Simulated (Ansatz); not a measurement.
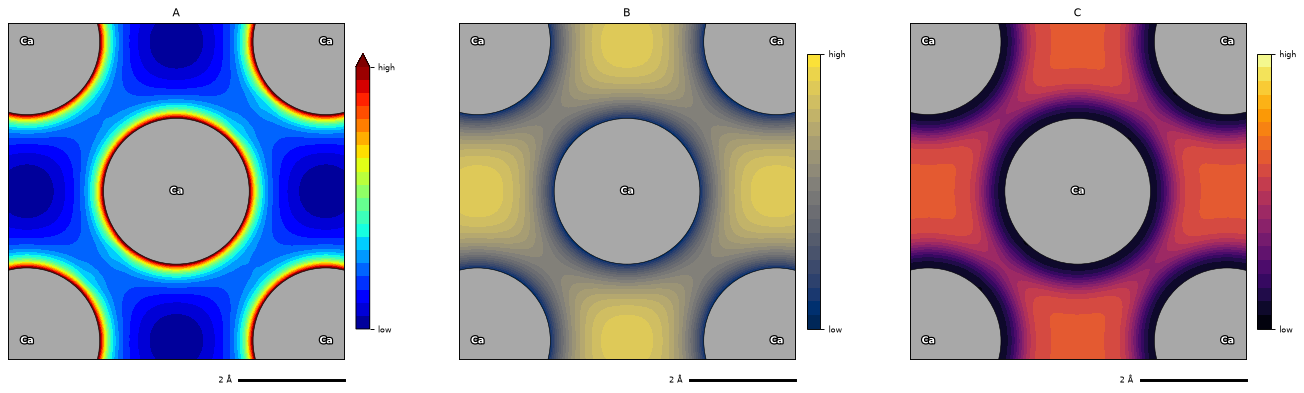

Ca: 3 fields on the (100) plane of the conventional cell, with unlabelled colour scales. Grey discs cover the atomic cores.

Space group Fm-3m.

All numbers below come from Ansatz 0.2.0, Kohn-Sham DFT of a periodic cell, PBEsol, PseudoDojo standard.

Q: Match the panels to the quantities (electron localisation function, electrostatic potential energy of an electron and valence pseudo-density).

A: Panel A: valence pseudo-density. Panel B: electrostatic potential energy of an electron (low next to the atoms, rising into the space between them). Panel C: electron localisation function. From the grid: Ca–Ca (4.03 Å): the density is about 0.05 e/Å³ at the midpoint; the ELF is about 0.40 at the midpoint (no localised pair shows between them).
